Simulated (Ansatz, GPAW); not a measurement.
**biphenyl-4,4'-dithiol between two Ag chains: relaxation, then transmission at several levels**

How well does biphenyl-4,4'-dithiol between two Ag chains conduct once its atoms have relaxed, and how much do cheaper levels lose?

Method: Ansatz plane waves; relaxation of the junction with the lead ends held; PAW set soft_1, in the first sound run; inputs show where later runs differ, in GPAW 26.7.0 and Ansatz 0.2.0.

### 1. The structure

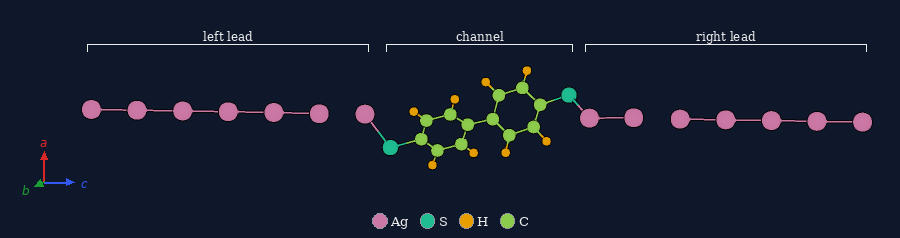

The starting structure, seen from the side, with the c axis across the page (silver pink, sulfur teal, hydrogen orange, carbon green).

The cell holds 36 atoms: 14 Ag, 2 S, 8 H and 12 C. Its edges and angles: a = 12.524 Å, b = 10.862 Å, c = 47.644 Å, α = 90.0°, β = 90.0°, γ = 90.0°. Regions: left lead, 7 atoms (7 Ag); channel, 22 atoms (2 S, 8 H and 12 C); right lead, 7 atoms (7 Ag). Vacuum lies along a and b. The structure is stacked along c, and the current runs across the ab planes.

### 2. Relaxing the atoms

Transmission follows bond lengths closely, so the atoms between the held lead ends are relaxed first, from a slightly shaken start that lets symmetry break.

Input file input.yaml:

```yaml
crystal:
  lattice:
    - [12.5238098591, 0.0, 0.0]
    - [0.0, 10.8623327904, 0.0]
    - [0.0, 0.0, 47.6437078274]
  atoms:
    - { symbol: Ag, position: [0.5, 0.5, 0.0279155435] }
    - { symbol: Ag, position: [0.5, 0.5, 0.0837466306] }
    - { symbol: Ag, position: [0.5, 0.5, 0.1395777177] }
    - { symbol: Ag, position: [0.5, 0.5, 0.1954088047] }
    - { symbol: Ag, position: [0.5, 0.5, 0.2512398918] }
    - { symbol: Ag, position: [0.4973415298, 0.4992047675, 0.3069052905] }
    - { symbol: Ag, position: [0.4994327186, 0.5030899487, 0.3629858816] }
    - { symbol: S, position: [0.3457783134, 0.4776520021, 0.3929143411] }
    - { symbol: H, position: [0.5208246912, 0.5839780315, 0.4262677456] }
    - { symbol: C, position: [0.3851346069, 0.4533888425, 0.4298768628] }
    - { symbol: H, position: [0.2576195043, 0.326952346, 0.4378854647] }
    - { symbol: C, position: [0.4759078579, 0.5195203101, 0.4389242809] }
    - { symbol: C, position: [0.3286720648, 0.3789188462, 0.4462335864] }
    - { symbol: C, position: [0.5042381067, 0.5017059263, 0.4674600206] }
    - { symbol: C, position: [0.3583896283, 0.3602542106, 0.4747750724] }
    - { symbol: H, position: [0.5781698955, 0.5552334776, 0.4752645253] }
    - { symbol: C, position: [0.4528553979, 0.4223523001, 0.4852433383] }
    - { symbol: H, position: [0.3146349324, 0.3015703837, 0.4871228353] }
    - { symbol: H, position: [0.645070366, 0.3593263464, 0.504512049] }
    - { symbol: C, position: [0.4789542745, 0.4082381816, 0.5152811096] }
    - { symbol: C, position: [0.5859547818, 0.3686146129, 0.5210203765] }
    - { symbol: H, position: [0.329428786, 0.455206129, 0.5331130591] }
    - { symbol: C, position: [0.4079032601, 0.4280731607, 0.5363794426] }
    - { symbol: C, position: [0.6203648761, 0.3544031362, 0.5490961683] }
    - { symbol: H, position: [0.6986908812, 0.3325413278, 0.553779611] }
    - { symbol: C, position: [0.4458332974, 0.4058759581, 0.5651779141] }
    - { symbol: C, position: [0.546044049, 0.374547429, 0.5717560129] }
    - { symbol: H, position: [0.3823593863, 0.4217499185, 0.5816580014] }
    - { symbol: S, position: [0.5908427678, 0.3541215908, 0.6062008799] }
    - { symbol: Ag, position: [0.4976908881, 0.4995165586, 0.6376317786] }
    - { symbol: Ag, position: [0.5024890215, 0.4965048077, 0.6917594233] }
    - { symbol: Ag, position: [0.5, 0.5, 0.7487601082] }
    - { symbol: Ag, position: [0.5, 0.5, 0.8045911953] }
    - { symbol: Ag, position: [0.5, 0.5, 0.8604222823] }
    - { symbol: Ag, position: [0.5, 0.5, 0.9162533694] }
    - { symbol: Ag, position: [0.5, 0.5, 0.9720844565] }
kpoints:
  mp_grid: { grid: [1, 1, 2] }
hamiltonian:
  xc: pbe
  pseudopotentials: { kind: paw, azcp: { folder: soft_1 } }
scf:
  occupations: { method: fermi_dirac, width: 0.1 }
relax:
  f_tol: 0.03
  max_steps: 80
  constraints: [{ sites: [0, 1, 2, 3, 4, 31, 32, 33, 34, 35] }]
```

Run with:

```console
$ ansatz run input.yaml --threads 4 --pin off --max-ram 8192MiB --backend cpu --events-out ev --progress --plain --runs-dir out
```

Numbers of over 12 decimals in the logs are rounded to 6 here.

What it wrote:

```text
Engine: ansatz 0.2.0, x86_64-unknown-linux-gnu
Pseudopotentials: kind: paw
Pseudopotential: Ag, paw, valence charge 19, recommended cutoff 420 eV (normal), soft_1/Ag.paw.azcp
Pseudopotential: S, paw, valence charge 6, recommended cutoff 420 eV (normal), soft_1/S.paw.azcp
Pseudopotential: H, paw, valence charge 1, recommended cutoff 420 eV (normal), soft_1/H.paw.azcp
Pseudopotential: C, paw, valence charge 4, recommended cutoff 420 eV (normal), soft_1/C.paw.azcp
Functional definition: PBE
  parameter kappa = 0.804
  parameter beta = 0.066725
  exchange = pbe_x(kappa = kappa, mu = beta*pi^2/3)
  correlation = pbe_c(beta = beta)
Crystal: 36 atoms, lattice volume = 6481.345 Å³
Basis set: ecut = 420 eV, 126699 PW (Γ), exchange–correlation on 180×150×640 points (8 copies of the dense FFT grid, shifted against one another)
Bands: 203, of which v1, the nominal top of the filled ones, is band 167 counted from 1 (166 counted from 0)
Symmetry: 1 space group operations
Space group: P1 (ITA 1), of the structure as read, at distance tolerance 1.9e-4 Å
k-points: 2
Non-local potential: Ag, projectors of the file, l = 0: 3, l = 1: 2, l = 2: 2, l = 3: 1
Non-local potential: S, projectors of the file, l = 0: 2, l = 1: 2, l = 2: 1
Non-local potential: H, projectors of the file, l = 0: 2, l = 1: 1
Non-local potential: C, projectors of the file, l = 0: 2, l = 1: 2, l = 2: 1
PAW form: soft (Blöchl's): semilocal exchange-correlation on the pseudo side does not see the compensation charge
PAW one-centre angular grid: Ag, 590 points (default); XC on 64 Gauss nodes
PAW one-centre angular grid: S, 110 points (default); XC on 64 Gauss nodes
PAW one-centre angular grid: H, 110 points (default); XC on 64 Gauss nodes
PAW one-centre angular grid: C, 110 points (default); XC on 64 Gauss nodes
Initial density: superposition of atomic densities (neutral atoms: chi_scale 0, normalization atom)
Initial wavefunctions: pseudopotential atomic-orbital guess
Functional: x = pbe(κ = 0.804, μ = 0.219515), c = pbe(β = 0.066725)
SCF iter   1: F=—  HF=-111207.299311 eV  |F-HF|=—  |Δ(HF+E_count)|=         —  Δρ=2.60e-2  dr2=1.67e2  ethr=3.10e-3  ⟨swp⟩=7.5  Hψ=1916  notcnv=0  defer=31
preconditioner: auto → LDOS  [metal: Δε(μ)=0.181 eV  Ē_g=7.213 eV  σ=0.100 eV  W_gap=0.41  n_scr=522 (ndim 8)  ℏωp=6.7 eV  f_vac=0.820  D(μ)=14.34/eV (n_scr^D=24)  β→1.0]
SCF iter   2: F=—  HF=-111191.512377 eV  |F-HF|=—  |Δ(HF+E_count)|=    1.58e1  Δρ=1.03e-2  dr2=1.21e1  ethr=3.10e-3  ⟨swp⟩=7.5  Hψ=1231  notcnv=0  defer=42
SCF iter   3: F=—  HF=-111192.166835 eV  |F-HF|=—  |Δ(HF+E_count)|=   6.54e-1  Δρ=8.53e-3  dr2=1.30e1  ethr=3.10e-3  ⟨swp⟩=4.5  Hψ=1039  notcnv=0  defer=36
SCF iter   4: F=—  HF=-111190.161527 eV  |F-HF|=—  |Δ(HF+E_count)|=    2.01e0  Δρ=2.16e-3  dr2=1.34e0  ethr=3.10e-3  ⟨swp⟩=3.5  Hψ=720  notcnv=0  defer=39
SCF iter   5: F=—  HF=-111190.072955 eV  |F-HF|=—  |Δ(HF+E_count)|=   8.86e-2  Δρ=1.18e-3  dr2=3.06e-1  ethr=4.02e-4  ⟨swp⟩=3.0  Hψ=704  notcnv=0  defer=37
SCF iter   6: F=—  HF=-111190.029490 eV  |F-HF|=—  |Δ(HF+E_count)|=   4.35e-2  Δρ=5.08e-4  dr2=4.04e-2  ethr=9.17e-5  ⟨swp⟩=2.0  Hψ=606  notcnv=0  defer=37
SCF iter   7: F=—  HF=-111190.026070 eV  |F-HF|=—  |Δ(HF+E_count)|=   3.42e-3  Δρ=3.47e-4  dr2=2.49e-2  ethr=1.21e-5  ⟨swp⟩=1.0  Hψ=468  notcnv=0  defer=37
SCF iter   8: F=—  HF=-111190.023708 eV  |F-HF|=—  |Δ(HF+E_count)|=   2.36e-3  Δρ=2.07e-4  dr2=5.65e-3  ethr=7.44e-6  ⟨swp⟩=2.0  Hψ=536  notcnv=0  defer=37
SCF iter   9: F=—  HF=-111190.022810 eV  |F-HF|=—  |Δ(HF+E_count)|=   8.98e-4  Δρ=1.01e-4  dr2=1.54e-3  ethr=1.69e-6  ⟨swp⟩=3.0  Hψ=581  notcnv=0  defer=37
SCF iter  10: F=—  HF=-111190.022559 eV  |F-HF|=—  |Δ(HF+E_count)|=   2.51e-4  Δρ=4.38e-5  dr2=2.63e-4  ethr=4.62e-7  ⟨swp⟩=2.0  Hψ=625  notcnv=0  defer=37
SCF iter  11: F=—  HF=-111190.022569 eV  |F-HF|=—  |Δ(HF+E_count)|=   1.00e-5  Δρ=1.79e-5  dr2=4.36e-5  ethr=7.87e-8  ⟨swp⟩=2.0  Hψ=549  notcnv=0  defer=37
SCF iter  12: F=-111190.022573 eV  HF=-111190.022570 eV  |F-HF|=3.39e-6  |Δ(HF+E_count)|=   9.44e-7  Δρ=6.87e-6  dr2=7.56e-6  ethr=6.74e-9  ⟨swp⟩=5.0  Hψ=1498  notcnv=0
SCF 1 converged in 12 iterations: F = -111190.022573 eV  dr2 = 7.56e-6
  greatest PAW one-centre occupation: 1.001 electrons in one spin orbital (limit 2), on the Ag atom at site 6 (counted from 0), in its partial waves of l = 0
relax step   1: F+E_penalty+E_count = -111190.02257332 eV  Δ(F+E_penalty+E_count) = +0.000e0 eV  max|allowed force component| = 4.787e0 eV/Å  Δτ_max = 0.0000 Å  (12 SCF iters, dr2 threshold 2.25e-5 eV, accepted)
Initial density: handed on by an earlier stage of this run
Initial wavefunctions: those handed on with the density
iter 1 solved again at ethr=2.19e-4 eV; its pass at ethr=3.10e-3 eV (dr2=7.31e-1 eV) is discarded
SCF iter   1: F=—  HF=-111191.108881 eV  |F-HF|=—  |Δ(HF+E_count)|=         —  Δρ=3.16e-3  dr2=6.38e-1  ethr=2.19e-4  ⟨swp⟩=1.0  Hψ=1592  notcnv=0  defer=33
preconditioner: auto → LDOS  [metal: Δε(μ)=0.132 eV  Ē_g=7.648 eV  σ=0.100 eV  W_gap=0.32  n_scr=522 (ndim 8)  ℏωp=6.9 eV  f_vac=0.837  D(μ)=9.86/eV (n_scr^D=12)  β→1.0]
SCF iter   2: F=—  HF=-111191.041167 eV  |F-HF|=—  |Δ(HF+E_count)|=   6.77e-2  Δρ=1.42e-3  dr2=2.02e-1  ethr=1.91e-4  ⟨swp⟩=3.0  Hψ=846  notcnv=0  defer=33
SCF iter   3: F=—  HF=-111190.986404 eV  |F-HF|=—  |Δ(HF+E_count)|=   5.48e-2  Δρ=4.33e-4  dr2=2.62e-2  ethr=6.03e-5  ⟨swp⟩=3.0  Hψ=794  notcnv=0  defer=33
SCF iter   4: F=—  HF=-111190.982040 eV  |F-HF|=—  |Δ(HF+E_count)|=   4.36e-3  Δρ=1.49e-4  dr2=2.44e-3  ethr=7.86e-6  ⟨swp⟩=2.0  Hψ=682  notcnv=0  defer=35
SCF iter   5: F=—  HF=-111190.981677 eV  |F-HF|=—  |Δ(HF+E_count)|=   3.63e-4  Δρ=5.22e-5  dr2=3.20e-4  ethr=7.30e-7  ⟨swp⟩=2.0  Hψ=640  notcnv=0  defer=35
SCF iter   6: F=—  HF=-111190.981728 eV  |F-HF|=—  |Δ(HF+E_count)|=   5.04e-5  Δρ=3.01e-5  dr2=1.21e-4  ethr=9.59e-8  ⟨swp⟩=2.0  Hψ=640  notcnv=0  defer=35
SCF iter   7: F=-111190.981728 eV  HF=-111190.981752 eV  |F-HF|=2.40e-5  |Δ(HF+E_count)|=   2.47e-5  Δρ=1.77e-5  dr2=4.11e-5  ethr=2.99e-8  ⟨swp⟩=3.0  Hψ=1511  notcnv=0
SCF 2 converged in 7 iterations: F = -111190.981728 eV  dr2 = 4.11e-5
relax step   2: F+E_penalty+E_count = -111190.98172820 eV  Δ(F+E_penalty+E_count) = -9.592e-1 eV  max|allowed force component| = 2.285e0 eV/Å  Δτ_max = 0.1705 Å  (7 SCF iters, dr2 threshold 1.00e-4 eV, accepted)
SCF iter   1: F=—  HF=-111191.414432 eV  |F-HF|=—  |Δ(HF+E_count)|=         —  Δρ=4.07e-3  dr2=7.21e-1  ethr=2.87e-3  ⟨swp⟩=4.0  Hψ=1023  notcnv=0  defer=32
preconditioner: auto → LDOS  [metal: Δε(μ)=0.113 eV  Ē_g=7.553 eV  σ=0.100 eV  W_gap=0.27  n_scr=522 (ndim 8)  ℏωp=6.8 eV  f_vac=0.837  D(μ)=9.83/eV (n_scr^D=12)  β→1.0]
[...]
relax step  28: F+E_penalty+E_count = -111191.64412002 eV  Δ(F+E_penalty+E_count) = -7.138e-4 eV  max|allowed force component| = 2.096e-2 eV/Å  Δτ_max = 0.0329 Å  (7 SCF iters, accepted)
relax step  29: F+E_penalty+E_count = -111191.64478885 eV  Δ(F+E_penalty+E_count) = -6.688e-4 eV  max|allowed force component| = 1.513e-2 eV/Å  Δτ_max = 0.1021 Å  (10 SCF iters, accepted)
SCF iter   1: F=—  HF=-111191.719522 eV  |F-HF|=—  |Δ(HF+E_count)|=         —  Δρ=2.36e-3  dr2=2.49e-1  ethr=7.11e-4  ⟨swp⟩=4.0  Hψ=1027  notcnv=0  defer=19
preconditioner: auto → LDOS  [metal: Δε(μ)=0.035 eV  Ē_g=7.555 eV  σ=0.100 eV  W_gap=0.09  n_scr=522 (ndim 8)  ℏωp=6.8 eV  f_vac=0.837  D(μ)=10.97/eV (n_scr^D=14)  β→1.0]
SCF iter   2: F=—  HF=-111191.680136 eV  |F-HF|=—  |Δ(HF+E_count)|=   3.94e-2  Δρ=1.04e-3  dr2=1.11e-1  ethr=7.45e-5  ⟨swp⟩=3.0  Hψ=918  notcnv=0  defer=41
SCF iter   3: F=—  HF=-111191.645141 eV  |F-HF|=—  |Δ(HF+E_count)|=   3.50e-2  Δρ=1.47e-4  dr2=1.03e-3  ethr=3.33e-5  ⟨swp⟩=3.0  Hψ=608  notcnv=0  defer=41
SCF iter   4: F=—  HF=-111191.645207 eV  |F-HF|=—  |Δ(HF+E_count)|=   6.57e-5  Δρ=6.67e-5  dr2=4.30e-4  ethr=3.09e-7  ⟨swp⟩=3.0  Hψ=868  notcnv=0  defer=41
SCF iter   5: F=—  HF=-111191.645138 eV  |F-HF|=—  |Δ(HF+E_count)|=   6.88e-5  Δρ=1.77e-5  dr2=2.58e-5  ethr=1.29e-7  ⟨swp⟩=2.0  Hψ=688  notcnv=0  defer=41
SCF iter   6: F=—  HF=-111191.645203 eV  |F-HF|=—  |Δ(HF+E_count)|=   6.54e-5  Δρ=9.81e-6  dr2=1.03e-5  ethr=7.73e-9  ⟨swp⟩=2.0  Hψ=734  notcnv=0  defer=32
SCF iter   7: F=—  HF=-111191.645209 eV  |F-HF|=—  |Δ(HF+E_count)|=   5.78e-6  Δρ=4.25e-6  dr2=2.72e-6  ethr=3.09e-9  ⟨swp⟩=2.0  Hψ=632  notcnv=0  defer=32
SCF iter   8: F=—  HF=-111191.645212 eV  |F-HF|=—  |Δ(HF+E_count)|=   2.50e-6  Δρ=2.42e-6  dr2=9.65e-7  ethr=8.13e-10  ⟨swp⟩=2.0  Hψ=558  notcnv=0  defer=32
SCF iter   9: F=—  HF=-111191.645212 eV  |F-HF|=—  |Δ(HF+E_count)|=   2.57e-7  Δρ=1.53e-6  dr2=3.08e-7  ethr=2.89e-10  ⟨swp⟩=2.0  Hψ=635  notcnv=0  defer=32
SCF iter  10: F=-111191.645212 eV  HF=-111191.645212 eV  |F-HF|=5.03e-8  |Δ(HF+E_count)|=   2.10e-9  Δρ=8.07e-7  dr2=9.48e-8  ethr=2.99e-11  ⟨swp⟩=5.0  Hψ=1472  notcnv=0
SCF 30 converged in 10 iterations: F = -111191.645212 eV  dr2 = 9.48e-8
  greatest PAW one-centre occupation: 1.001 electrons in one spin orbital (limit 2), on the Ag atom at site 29 (counted from 0), in its partial waves of l = 0
relax step  30: F+E_penalty+E_count = -111191.64521183 eV  Δ(F+E_penalty+E_count) = -4.230e-4 eV  max|allowed force component| = 1.411e-2 eV/Å  Δτ_max = 0.1124 Å  (10 SCF iters, accepted)
SCF converged after 10 iterations
Free energy (F): -111191.645212 eV
Harris-Foulkes:  -111191.645212 eV  (|F-HF|=5.03e-8)
Internal energy: -111191.317225 eV  (E = F + TS)
E sigma→0 (E₀):  -111191.481218 eV
Entropy (-TS):   -0.327987 eV (-9.111 meV/atom)
Fermi energy:    -3.905081 eV
--- Per-component energies (eV) ---
  E_band       = -9290.893628
  E_kinetic    = 7937.886801
  E_local      = -120141.148373  (includes V_loc(G=0)·N_el)
  E_nonlocal   = 821.293624
  E_hartree    = 56503.821097
  E_xc         = -3003.802139
  E_vxc        = -3717.616852  (∫ρ·V_xc dr)
  E_paw        = -57841.234465  (= ΣΔE_a)
  E_vpaw       = -7198.968059  (= ΣTr[D̂ρ^β])
  E_aug_tail   = -0.003211  (compensation charges beyond the density's cutoff)
  E_ewald      = 4531.869441
  E_smearing   = -0.327987  (= −TS)
  E_closure    = -0.000000  (closes the sum)
  Σ components = -111191.645212   (vs F -111191.645212, Δ=0.00e0)
--- Forces (eV/Å), atoms counted from 1 ---
  atom   1  Ag     0.00022245    -0.00006122    -0.00672010
  atom   2  Ag    -0.00046362     0.00008872     0.00555611
  atom   3  Ag    -0.00670835     0.00170047    -0.00074994
  atom   4  Ag     0.02805385    -0.00581748     0.00645513
  atom   5  Ag    -0.02470311     0.00063330     0.26210081
  atom   6  Ag     0.00095372    -0.00045519     0.00002685
  atom   7  Ag    -0.00071064     0.00053087    -0.00200894
  atom   8  S      0.00181085     0.00223039     0.00471265
  atom   9  H     -0.00716869    -0.00079415     0.00715643
  atom  10  C     -0.00647387    -0.01410789     0.00958412
  atom  11  H      0.00362689     0.00047732    -0.00077119
  atom  12  C     -0.00023503     0.00739376    -0.00852271
  atom  13  C      0.00667833     0.00805512    -0.00683943
  atom  14  C     -0.00756011     0.00065903     0.00859852
  atom  15  C     -0.00039235     0.00092930     0.00466810
  atom  16  H     -0.00402642    -0.00158698     0.00065417
  atom  17  C      0.00933639    -0.00018452    -0.01215683
  atom  18  H      0.00638630     0.00001534    -0.00526197
  atom  19  H     -0.00464451    -0.00050405     0.00365115
  atom  20  C     -0.00940611     0.00471614     0.01056595
  atom  21  C      0.00271221     0.00365236    -0.00360644
  atom  22  H      0.00417189    -0.00047572    -0.00132357
  atom  23  C      0.00444986    -0.00289147    -0.00850242
  atom  24  C     -0.00715012     0.00073539     0.00624611
  atom  25  H     -0.00170937     0.00176929     0.00016817
  atom  26  C      0.00218195     0.00383138     0.00629407
  atom  27  C      0.00126223    -0.00752618    -0.00536641
  atom  28  H      0.00412753    -0.00247545    -0.00517436
  atom  29  S      0.00442243     0.00203806    -0.00393437
  atom  30  Ag    -0.00874348     0.00249951     0.01015015
  atom  31  Ag     0.01154395     0.00056311    -0.00261598
  atom  32  Ag     0.01971610    -0.00441577    -0.26855334
  atom  33  Ag    -0.02894273    -0.00210900    -0.00610205
  atom  34  Ag     0.00715778     0.00091908     0.00032356
  atom  35  Ag     0.00047502     0.00002353    -0.00535637
  atom  36  Ag    -0.00023917    -0.00003588     0.00665110
  max |Σ_I F_I| component: 2.05e-5 eV/Å
--- Relaxed structure (30 steps of the walk, 30 accepted, 0 SCFs on fresh bases) ---
  F+E_penalty+E_count = -111191.64521183 eV   max|allowed force component| = 1.411e-2 eV/Å
  atoms:
    - { symbol: Ag, position: [0.500000, 0.5, 0.027916] }
    - { symbol: Ag, position: [0.500000, 0.5, 0.083747] }
    - { symbol: Ag, position: [0.500000, 0.5, 0.139578] }
    - { symbol: Ag, position: [0.500000, 0.5, 0.195409] }
    - { symbol: Ag, position: [0.500000, 0.5, 0.251240] }
    - { symbol: Ag, position: [0.579132, 0.478912, 0.303756] }
    - { symbol: Ag, position: [0.479177, 0.491684, 0.354019] }
    - { symbol: S, position: [0.362564, 0.487504, 0.393902] }
    - { symbol: H, position: [0.583992, 0.497067, 0.418612] }
    - { symbol: C, position: [0.414746, 0.483825, 0.427631] }
    - { symbol: H, position: [0.254979, 0.469457, 0.444796] }
    - { symbol: C, position: [0.524118, 0.489148, 0.435137] }
    - { symbol: C, position: [0.339647, 0.475094, 0.449952] }
    - { symbol: C, position: [0.555559, 0.485645, 0.463010] }
    - { symbol: C, position: [0.371787, 0.472620, 0.477675] }
    - { symbol: H, position: [0.640572, 0.492445, 0.467661] }
    - { symbol: C, position: [0.481074, 0.477374, 0.485434] }
    - { symbol: H, position: [0.310750, 0.463395, 0.493848] }
    - { symbol: H, position: [0.677353, 0.413178, 0.506427] }
    - { symbol: C, position: [0.514622, 0.472783, 0.514839] }
    - { symbol: C, position: [0.619893, 0.438631, 0.522599] }
    - { symbol: H, position: [0.362639, 0.530587, 0.532611] }
    - { symbol: C, position: [0.443902, 0.501003, 0.537260] }
    - { symbol: C, position: [0.651645, 0.432350, 0.550323] }
    - { symbol: H, position: [0.732771, 0.403879, 0.555483] }
    - { symbol: C, position: [0.475177, 0.495911, 0.565133] }
    - { symbol: C, position: [0.580388, 0.461070, 0.572639] }
    - { symbol: H, position: [0.418610, 0.519859, 0.581657] }
    - { symbol: S, position: [0.631830, 0.450653, 0.606374] }
    - { symbol: Ag, position: [0.518980, 0.484237, 0.646265] }
    - { symbol: Ag, position: [0.417368, 0.490286, 0.696417] }
    - { symbol: Ag, position: [0.500000, 0.5, 0.7487601082] }
    - { symbol: Ag, position: [0.500000, 0.5, 0.804591] }
    - { symbol: Ag, position: [0.500000, 0.5, 0.860422] }
    - { symbol: Ag, position: [0.500000, 0.5, 0.916253] }
    - { symbol: Ag, position: [0.500000, 0.5, 0.972084] }
```

It took 16 min on 4 threads of Intel Xeon at 2.60GHz (Ice Lake), shared host; peak memory 7.4 GiB; 60 min of CPU time.

(Part 1 of 4 ends here.)

[Logs are printed without paths, hosts, clocks, repeated set-up lines and the standing remarks that a program may print on its own settings, such as how far it seeks lower states.]

[Hosts, paths, dates, database ids (printed as entryN), source tags and the programs' standing remarks are cut or masked in the printed files.]
